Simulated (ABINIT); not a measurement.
**Band-structure run, with input and output: Li (part 2 of 3)**

Li (Im-3m, 1 atom in the cell); Kohn-Sham DFT of a periodic cell, AM05, JTH PAW PBE v2.0, no spin polarisation (ABINIT 10.8.3); cutoff 408.17 eV, 11×11×11 k-mesh, fermi-dirac of 0.05 eV. The structure derives from an entry of the Crystallography Open Database.

Geometry of the input (Å; fractional positions):
```
-1.7547  1.7547  1.7547
1.7547  -1.7547  1.7547
1.7547  1.7547  -1.7547
Li 0.0000  0.0000  0.0000
```

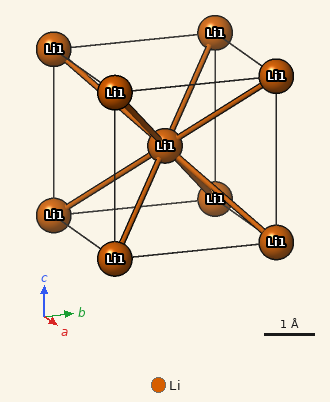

The input geometry (ball-and-stick view of the cell 2 times as large as that of the calculation, set on its symmetry axes, seen slightly off an axis; atoms are numbered from 1 in the order of the input).

**Output, continued**
```
================================================================================
 Non-SCF case, kpt    1 (  0.00000  0.00000  0.00000), residuals and eigenvalues=
  3.69E-13  2.21E-14  4.94E-13  4.86E-13  9.74E-13  3.17E-13  3.30E-13  6.26E-13
  4.72E-08  1.28E-05
 -1.6909E+00 -1.3576E-01  5.0891E-01  5.0891E-01  5.0891E-01  6.7692E-01
  6.7692E-01  6.7692E-01  7.1039E-01  7.1052E-01
 Non-SCF case, kpt    2 (  0.06250 -0.06250  0.06250), residuals and eigenvalues=
  4.10E-13  8.85E-13  5.28E-13  6.58E-13  8.33E-13  7.52E-13  9.74E-14  6.54E-13
  2.54E-13  2.69E-09
 -1.6908E+00 -1.3046E-01  4.8067E-01  4.8067E-01  4.9652E-01  6.1041E-01
  6.4974E-01  6.4974E-01  6.8392E-01  7.3654E-01
 Non-SCF case, kpt    3 (  0.12500 -0.12500  0.12500), residuals and eigenvalues=
  2.36E-13  2.86E-14  1.36E-13  5.74E-13  3.48E-13  3.75E-13  1.71E-13  3.72E-13
  2.08E-13  2.04E-10
 -1.6907E+00 -1.1449E-01  4.1790E-01  4.1790E-01  4.7270E-01  5.1937E-01
  6.5340E-01  6.5340E-01  7.0493E-01  7.9952E-01
 Non-SCF case, kpt    4 (  0.18750 -0.18750  0.18750), residuals and eigenvalues=
  2.28E-13  3.42E-14  2.48E-13  3.88E-13  6.49E-14  6.62E-13  1.48E-13  4.16E-13
  1.28E-12  1.56E-06
 -1.6905E+00 -8.7609E-02  3.5176E-01  3.5176E-01  4.4230E-01  4.5210E-01
  6.8221E-01  6.8221E-01  7.3993E-01  8.5527E-01
 Non-SCF case, kpt    5 (  0.25000 -0.25000  0.25000), residuals and eigenvalues=
  1.65E-13  3.14E-14  2.00E-13  1.35E-13  4.12E-13  4.69E-14  1.28E-13  7.18E-13
  6.12E-12  3.18E-11
 -1.6903E+00 -4.9514E-02  2.9389E-01  2.9389E-01  3.7923E-01  4.3879E-01
  7.2802E-01  7.2802E-01  7.3237E-01  7.8894E-01
 Non-SCF case, kpt    6 (  0.31250 -0.31250  0.31250), residuals and eigenvalues=
  2.42E-13  4.86E-14  2.03E-14  9.04E-14  4.66E-13  6.49E-13  5.70E-13  2.16E-13
  1.06E-12  1.00E-10
 -1.6901E+00  9.4840E-05  2.4764E-01  2.4764E-01  3.3018E-01  4.2996E-01
  6.0095E-01  7.8841E-01  7.8841E-01  8.5192E-01
 Non-SCF case, kpt    7 (  0.37500 -0.37500  0.37500), residuals and eigenvalues=
  1.88E-13  9.71E-14  2.08E-14  2.72E-13  2.00E-13  1.83E-13  3.73E-13  8.28E-13
  2.68E-13  5.50E-09
 -1.6900E+00  6.1203E-02  2.1417E-01  2.1417E-01  2.9513E-01  4.0671E-01
  5.0013E-01  8.6198E-01  8.6198E-01  9.2885E-01
 Non-SCF case, kpt    8 (  0.43750 -0.43750  0.43750), residuals and eigenvalues=
  1.30E-13  3.98E-14  1.20E-14  8.60E-14  5.10E-14  4.48E-14  1.55E-13  7.26E-13
  2.81E-11  1.27E-05
 -1.6899E+00  1.3209E-01  1.9396E-01  1.9396E-01  2.7411E-01  3.3070E-01
  4.6919E-01  9.4553E-01  9.4553E-01  1.0117E+00
 Non-SCF case, kpt    9 (  0.50000 -0.50000  0.50000), residuals and eigenvalues=
  5.92E-13  2.19E-13  2.16E-13  2.38E-13  2.72E-13  3.90E-13  2.25E-13  8.86E-13
  6.50E-11  5.27E-11
 -1.6899E+00  1.8720E-01  1.8720E-01  1.8720E-01  2.6710E-01  2.6710E-01
  4.6606E-01  1.0073E+00  1.0073E+00  1.0073E+00
 Non-SCF case, kpt   10 (  0.41667 -0.41667  0.50000), residuals and eigenvalues=
  3.81E-13  3.25E-14  7.49E-14  4.52E-14  2.24E-13  5.00E-13  1.34E-14  1.12E-13
  1.08E-12  3.77E-07
 -1.6899E+00  1.4887E-01  1.7147E-01  1.9321E-01  2.9098E-01  3.1772E-01
  4.6799E-01  9.3343E-01  9.5063E-01  1.0125E+00
 Non-SCF case, kpt   11 (  0.33333 -0.33333  0.50000), residuals and eigenvalues=
  6.83E-13  7.92E-13  6.98E-13  6.30E-13  3.22E-14  1.57E-13  3.70E-13  2.94E-13
  1.34E-12  8.54E-06
 -1.6900E+00  9.7748E-02  1.4687E-01  2.1114E-01  3.3695E-01  4.0568E-01
  4.7555E-01  8.1408E-01  8.7612E-01  1.0279E+00
 Non-SCF case, kpt   12 (  0.25000 -0.25000  0.50000), residuals and eigenvalues=
  3.37E-13  4.74E-14  3.68E-14  2.82E-13  4.22E-13  6.12E-13  3.48E-13  5.62E-13
  8.43E-13  7.64E-05
 -1.6901E+00  5.5926E-02  1.2714E-01  2.4069E-01  3.7976E-01  4.9621E-01
  5.0876E-01  7.0084E-01  8.1857E-01  1.0515E+00
 Non-SCF case, kpt   13 (  0.16667 -0.16667  0.50000), residuals and eigenvalues=
  8.27E-13  4.84E-13  9.65E-15  2.35E-14  1.65E-14  1.43E-13  3.47E-13  1.44E-13
  8.80E-13  1.36E-05
 -1.6902E+00  2.5625E-02  1.1400E-01  2.8092E-01  4.0264E-01  5.3680E-01
  5.9995E-01  6.2445E-01  7.8546E-01  1.0752E+00
 Non-SCF case, kpt   14 (  0.08333 -0.08333  0.50000), residuals and eigenvalues=
  3.58E-13  7.68E-14  1.65E-13  5.55E-14  9.98E-14  6.37E-13  4.16E-13  7.36E-14
  8.44E-13  1.49E-03
 -1.6903E+00  7.3438E-03  1.0678E-01  3.2799E-01  4.0935E-01  5.1630E-01
  5.7873E-01  7.5126E-01  7.8138E-01  1.0313E+00
 Non-SCF case, kpt   15 (  0.00000  0.00000  0.50000), residuals and eigenvalues=
  1.32E-13  3.85E-13  1.29E-13  3.47E-14  1.78E-13  5.66E-13  1.15E-13  2.01E-13
  7.39E-12  2.17E-09
 -1.6903E+00  1.2379E-03  1.0451E-01  3.5834E-01  4.1039E-01  4.7372E-01
  5.9530E-01  7.9024E-01  8.6772E-01  9.1393E-01
 Non-SCF case, kpt   16 (  0.00000  0.00000  0.41667), residuals and eigenvalues=
  2.25E-13  7.93E-14  1.38E-13  9.68E-14  6.68E-14  4.41E-13  8.65E-14  7.45E-14
  4.40E-09  3.12E-05
 -1.6903E+00 -2.3020E-02  1.4007E-01  3.6411E-01  4.1543E-01  4.7992E-01
  5.9201E-01  7.6296E-01  8.7144E-01  9.5431E-01
 Non-SCF case, kpt   17 (  0.00000  0.00000  0.33333), residuals and eigenvalues=
  2.69E-13  8.99E-13  1.34E-14  1.28E-14  3.72E-13  9.74E-13  7.40E-14  2.39E-13
  2.40E-09  9.33E-04
 -1.6904E+00 -6.1088E-02  2.1171E-01  3.8128E-01  4.3011E-01  4.9852E-01
  5.8534E-01  7.2029E-01  8.5041E-01  9.6007E-01
 Non-SCF case, kpt   18 (  0.00000  0.00000  0.25000), residuals and eigenvalues=
  2.75E-13  2.08E-13  4.93E-14  4.33E-13  2.89E-14  3.49E-13  2.15E-13  3.93E-14
  1.43E-11  1.83E-07
 -1.6906E+00 -9.3425E-02  2.9854E-01  4.0927E-01  4.5271E-01  5.2946E-01
  5.8176E-01  6.8672E-01  7.9519E-01  8.8577E-01
 Non-SCF case, kpt   19 (  0.00000  0.00000  0.16667), residuals and eigenvalues=
  2.83E-13  2.44E-14  3.21E-13  5.58E-13  1.08E-13  3.34E-13  6.56E-14  1.28E-13
  6.93E-10  5.20E-08
 -1.6907E+00 -1.1693E-01  3.9300E-01  4.4637E-01  4.7902E-01  5.7259E-01
  5.8827E-01  6.6996E-01  7.4202E-01  7.8811E-01
 Non-SCF case, kpt   20 (  0.00000  0.00000  0.08333), residuals and eigenvalues=
  3.69E-13  2.40E-13  2.68E-13  4.72E-13  1.55E-13  1.49E-13  7.30E-13  9.99E-14
  2.25E-10  1.38E-09
 -1.6908E+00 -1.3106E-01  4.7669E-01  4.8676E-01  5.0073E-01  6.1978E-01
  6.2715E-01  6.7762E-01  7.0414E-01  7.1124E-01
 Non-SCF case, kpt   21 (  0.00000  0.00000  0.00000), residuals and eigenvalues=
  3.69E-13  2.21E-14  4.94E-13  4.86E-13  9.74E-13  3.17E-13  3.30E-13  6.26E-13
  4.72E-08  1.28E-05
 -1.6909E+00 -1.3576E-01  5.0891E-01  5.0891E-01  5.0891E-01  6.7692E-01
  6.7692E-01  6.7692E-01  7.1039E-01  7.1052E-01
 Non-SCF case, kpt   22 (  0.03571  0.03571  0.03571), residuals and eigenvalues=
  6.30E-13  1.21E-14  3.04E-14  5.18E-13  8.62E-13  7.52E-13  3.65E-13  1.07E-13
  2.86E-10  1.70E-05
 -1.6908E+00 -1.3058E-01  4.7681E-01  4.8936E-01  4.8936E-01  6.2075E-01
  6.2075E-01  7.0116E-01  7.0116E-01  7.2281E-01
 Non-SCF case, kpt   23 (  0.07143  0.07143  0.07143), residuals and eigenvalues=
  3.63E-13  9.64E-13  2.04E-13  3.09E-13  6.50E-13  1.68E-13  2.07E-13  4.93E-13
  1.26E-11  7.85E-12
 -1.6907E+00 -1.1501E-01  4.2250E-01  4.2250E-01  4.2267E-01  6.0535E-01
  6.0535E-01  7.2122E-01  7.2122E-01  7.4834E-01
 Non-SCF case, kpt   24 (  0.10714  0.10714  0.10714), residuals and eigenvalues=
  8.14E-13  4.27E-14  3.55E-13  1.77E-13  2.44E-13  8.24E-13  1.18E-13  2.66E-13
  9.09E-13  2.50E-12
 -1.6906E+00 -8.9046E-02  3.4073E-01  3.4073E-01  3.7407E-01  6.2810E-01
  6.2810E-01  7.5533E-01  7.5533E-01  7.8267E-01
 Non-SCF case, kpt   25 (  0.14286  0.14286  0.14286), residuals and eigenvalues=
  1.33E-13  7.05E-13  1.73E-13  9.93E-14  5.00E-14  9.41E-13  3.35E-13  1.97E-13
  5.26E-13  3.05E-12
 -1.6904E+00 -5.2703E-02  2.6543E-01  2.6543E-01  3.3594E-01  6.6892E-01
  6.6892E-01  8.0309E-01  8.0309E-01  8.3075E-01
 Non-SCF case, kpt   26 (  0.17857  0.17857  0.17857), residuals and eigenvalues=
  7.87E-13  4.21E-14  1.21E-13  1.45E-13  3.23E-14  4.16E-13  3.45E-13  3.62E-13
  4.43E-10  4.57E-05
 -1.6903E+00 -6.1864E-03  2.0145E-01  2.0145E-01  3.0849E-01  7.2185E-01
  7.2185E-01  8.6430E-01  8.6430E-01  8.9282E-01
 Non-SCF case, kpt   27 (  0.21429  0.21429  0.21429), residuals and eigenvalues=
  6.72E-13  4.32E-13  1.32E-13  1.98E-13  2.25E-13  2.70E-13  8.01E-13  3.37E-13
  1.53E-13  2.95E-07
 -1.6903E+00  4.9679E-02  1.5012E-01  1.5012E-01  2.9106E-01  7.8083E-01
  7.8083E-01  8.7343E-01  9.3798E-01  9.3798E-01
 Non-SCF case, kpt   28 (  0.25000  0.25000  0.25000), residuals and eigenvalues=
  3.88E-13  2.18E-14  1.30E-13  2.16E-14  7.00E-14  6.87E-13  6.87E-13  9.97E-13
  7.36E-06  1.21E-05
 -1.6903E+00  1.1193E-01  1.1193E-01  1.1193E-01  2.8429E-01  8.2833E-01
  8.2833E-01  8.2833E-01  1.0002E+00  1.0003E+00
 Non-SCF case, kpt   29 (  0.28571  0.14286  0.28571), residuals and eigenvalues=
  1.78E-13  2.39E-13  2.78E-13  4.42E-13  6.31E-15  6.30E-13  7.17E-13  2.85E-13
  1.74E-11  3.63E-10
 -1.6902E+00  8.7091E-02  8.7091E-02  1.6980E-01  2.9586E-01  7.6312E-01
  8.1350E-01  8.1350E-01  9.2595E-01  9.2595E-01
 Non-SCF case, kpt   30 (  0.32143  0.03571  0.32143), residuals and eigenvalues=
  1.98E-13  6.61E-14  6.70E-14  2.47E-14  2.08E-14  3.15E-13  3.78E-13  9.27E-13
  3.75E-09  4.32E-08
 -1.6902E+00  7.5660E-02  7.5660E-02  2.0083E-01  3.4323E-01  7.0060E-01
  7.0870E-01  7.0870E-01  9.0305E-01  9.0305E-01
 Non-SCF case, kpt   31 (  0.35714 -0.07143  0.35714), residuals and eigenvalues=
  5.51E-13  4.30E-14  1.68E-13  5.56E-14  2.50E-14  5.49E-14  4.91E-14  2.98E-13
  2.91E-09  5.82E-08
 -1.6902E+00  7.7613E-02  7.7613E-02  2.0632E-01  4.1325E-01  5.9100E-01
  5.9100E-01  6.6526E-01  9.0652E-01  9.0652E-01
 Non-SCF case, kpt   32 (  0.39286 -0.17857  0.39286), residuals and eigenvalues=
  4.18E-13  3.51E-13  2.67E-13  6.66E-14  5.27E-14  7.43E-14  5.79E-13  7.75E-14
  2.65E-10  1.20E-09
 -1.6901E+00  9.2780E-02  9.2780E-02  2.0214E-01  4.6162E-01  4.8274E-01
  4.8274E-01  6.8965E-01  9.2261E-01  9.2261E-01
 Non-SCF case, kpt   33 (  0.42857 -0.28571  0.42857), residuals and eigenvalues=
  3.83E-13  8.70E-13  6.74E-13  9.13E-13  8.40E-13  2.83E-13  7.42E-13  2.03E-13
  1.45E-10  6.80E-10
 -1.6900E+00  1.2060E-01  1.2060E-01  1.9527E-01  3.8771E-01  3.8771E-01
  4.7105E-01  7.8415E-01  9.4983E-01  9.4983E-01
 Non-SCF case, kpt   34 (  0.46429 -0.39286  0.46429), residuals and eigenvalues=
  8.91E-13  4.17E-13  6.43E-13  1.14E-13  8.37E-14  9.68E-14  1.38E-13  5.07E-13
  1.05E-08  2.44E-08
 -1.6899E+00  1.5866E-01  1.5866E-01  1.8945E-01  3.0916E-01  3.0916E-01
  4.6792E-01  9.1361E-01  9.8464E-01  9.8464E-01
 Non-SCF case, kpt   35 (  0.50000 -0.50000  0.50000), residuals and eigenvalues=
  5.92E-13  2.19E-13  2.16E-13  2.38E-13  2.72E-13  3.90E-13  2.25E-13  8.86E-13
  6.50E-11  5.27E-11
 -1.6899E+00  1.8720E-01  1.8720E-01  1.8720E-01  2.6710E-01  2.6710E-01
  4.6606E-01  1.0073E+00  1.0073E+00  1.0073E+00

--- !ResultsGS
iteration_state: {dtset: 2, }
comment   : Summary of ground state results
lattice_vectors:
- [ -3.3158079,   3.3158079,   3.3158079, ]
- [  3.3158079,  -3.3158079,   3.3158079, ]
- [  3.3158079,   3.3158079,  -3.3158079, ]
lattice_lengths: [   5.74315,    5.74315,    5.74315, ]
lattice_angles: [109.471, 109.471, 109.471, ] # degrees, (23, 13, 12)
lattice_volume:   1.4582369E+02
convergence: {deltae:  0.000E+00, res2:  0.000E+00, residm:  9.965E-13, diffor:  0.000E+00, }
etotal    :  -7.43573762E+00
entropy   :   0.00000000E+00
fermie    :  -7.51286362E-03
cartesian_stress_tensor: null
pressure_GPa: null
xred      :
- [  0.0000E+00,   0.0000E+00,   0.0000E+00, Li]
cartesian_forces: null
force_length_stats: {min: null, max: null, mean: null, }
...

 Integrated electronic density in atomic spheres:
 ------------------------------------------------
 Atom  Sphere_radius  Integrated_density
    1        1.60265          2.04286725

================================================================================

 ----iterations are completed or convergence reached----

 Mean square residual over all n,k,spin=   31.966E-14; max=  99.652E-14
 reduced coordinates (array xred) for    1 atoms
       0.000000000000      0.000000000000      0.000000000000

 cartesian coordinates (angstrom) at end:
    1      0.00000000000000     0.00000000000000     0.00000000000000
 length scales=  1.000000000000  1.000000000000  1.000000000000 bohr
              =  0.529177210544  0.529177210544  0.529177210544 angstroms
 Eigenvalues (   eV  ) for nkpt=  35  k points:
 kpt#   1, nband= 10, wtk=  1.00000, kpt=  0.0000  0.0000  0.0000 (reduced coord)
 -46.01069   -3.69429   13.84823   13.84823   13.84823   18.41999   18.41999   18.41999
  19.33065   19.33423
 kpt#   2, nband= 10, wtk=  1.00000, kpt=  0.0625 -0.0625  0.0625 (reduced coord)
 -46.00971   -3.55009   13.07967   13.07967   13.51106   16.61001   17.68027   17.68027
  18.61052   20.04239
 kpt#   3, nband= 10, wtk=  1.00000, kpt=  0.1250 -0.1250  0.1250 (reduced coord)
 -46.00625   -3.11534   11.37166   11.37166   12.86290   14.13278   17.77997   17.77997
  19.18210   21.75593
 kpt#   4, nband= 10, wtk=  1.00000, kpt=  0.1875 -0.1875  0.1875 (reduced coord)
 -46.00139   -2.38396    9.57194    9.57194   12.03561   12.30225   18.56393   18.56393
  20.13466   23.27322
 kpt#   5, nband= 10, wtk=  1.00000, kpt=  0.2500 -0.2500  0.2500 (reduced coord)
 -45.99606   -1.34735    7.99717    7.99717   10.31946   11.93997   19.81057   19.81057
  19.92887   21.46802
 kpt#   6, nband= 10, wtk=  1.00000, kpt=  0.3125 -0.3125  0.3125 (reduced coord)
 -45.99102    0.00258    6.73860    6.73860    8.98455   11.69974   16.35261   21.45366
  21.45366   23.18187
 kpt#   7, nband= 10, wtk=  1.00000, kpt=  0.3750 -0.3750  0.3750 (reduced coord)
 -45.98695    1.66542    5.82789    5.82789    8.03099   11.06706   13.60920   23.45563
  23.45563   25.27536
 kpt#   8, nband= 10, wtk=  1.00000, kpt=  0.4375 -0.4375  0.4375 (reduced coord)
 -45.98446    3.59432    5.27787    5.27787    7.45884    8.99886   12.76731   25.72930
  25.72930   27.52993
 kpt#   9, nband= 10, wtk=  1.00000, kpt=  0.5000 -0.5000  0.5000 (reduced coord)
 -45.98386    5.09398    5.09398    5.09398    7.26812    7.26812   12.68216   27.40882
  27.40882   27.40882
 kpt#  10, nband= 10, wtk=  1.00000, kpt=  0.4167 -0.4167  0.5000 (reduced coord)
 -45.98435    4.05095    4.66584    5.25740    7.91783    8.64562   12.73464   25.39994
  25.86800   27.55156
 kpt#  11, nband= 10, wtk=  1.00000, kpt=  0.3333 -0.3333  0.5000 (reduced coord)
 -45.98643    2.65985    3.99649    5.74540    9.16875   11.03907   12.94044   22.15220
  23.84055   27.96928
 kpt#  12, nband= 10, wtk=  1.00000, kpt=  0.2500 -0.2500  0.5000 (reduced coord)
 -45.98931    1.52182    3.45974    6.54964   10.33381   13.50263   13.84413   19.07085
  22.27450   28.61328
 kpt#  13, nband= 10, wtk=  1.00000, kpt=  0.1667 -0.1667  0.5000 (reduced coord)
 -45.99216    0.69730    3.10207    7.64436   10.95651   14.60703   16.32558   16.99212
  21.37336   29.25834
 kpt#  14, nband= 10, wtk=  1.00000, kpt=  0.0833 -0.0833  0.5000 (reduced coord)
 -45.99414    0.19983    2.90556    8.92493   11.13897   14.04921   15.74806   20.44295
  21.26252   28.06438
 kpt#  15, nband= 10, wtk=  1.00000, kpt=  0.0000  0.0000  0.5000 (reduced coord)
 -45.99478    0.03368    2.84391    9.75093   11.16740   12.89063   16.19901   21.50350
  23.61198   24.86928
 kpt#  16, nband= 10, wtk=  1.00000, kpt=  0.0000  0.0000  0.4167 (reduced coord)
 -45.99593   -0.62642    3.81155    9.90800   11.30452   13.05940   16.10931   20.76108
  23.71308   25.96808
 kpt#  17, nband= 10, wtk=  1.00000, kpt=  0.0000  0.0000  0.3333 (reduced coord)
 -45.99885   -1.66228    5.76094   10.37528   11.70375   13.56537   15.92796   19.60003
  23.14071   26.12495
 kpt#  18, nband= 10, wtk=  1.00000, kpt=  0.0000  0.0000  0.2500 (reduced coord)
 -46.00287   -2.54222    8.12358   11.13681   12.31885   14.40728   15.83060   18.68652
  21.63817   24.10301
 kpt#  19, nband= 10, wtk=  1.00000, kpt=  0.0000  0.0000  0.1667 (reduced coord)
 -46.00689   -3.18174   10.69403   12.14624   13.03492   15.58094   16.00761   18.23052
  20.19139   21.44545
 kpt#  20, nband= 10, wtk=  1.00000, kpt=  0.0000  0.0000  0.0833 (reduced coord)
 -46.00975   -3.56623   12.97128   13.24550   13.62547   16.86516   17.06575   18.43909
  19.16055   19.35392
 kpt#  21, nband= 10, wtk=  1.00000, kpt=  0.0000  0.0000  0.0000 (reduced coord)
 -46.01069   -3.69429   13.84823   13.84823   13.84823   18.41999   18.41999   18.41999
  19.33065   19.33423
 kpt#  22, nband= 10, wtk=  1.00000, kpt=  0.0357  0.0357  0.0357 (reduced coord)
 -46.00961   -3.55319   12.97478   13.31609   13.31609   16.89136   16.89136   19.07967
  19.07967   19.66855
 kpt#  23, nband= 10, wtk=  1.00000, kpt=  0.0714  0.0714  0.0714 (reduced coord)
```
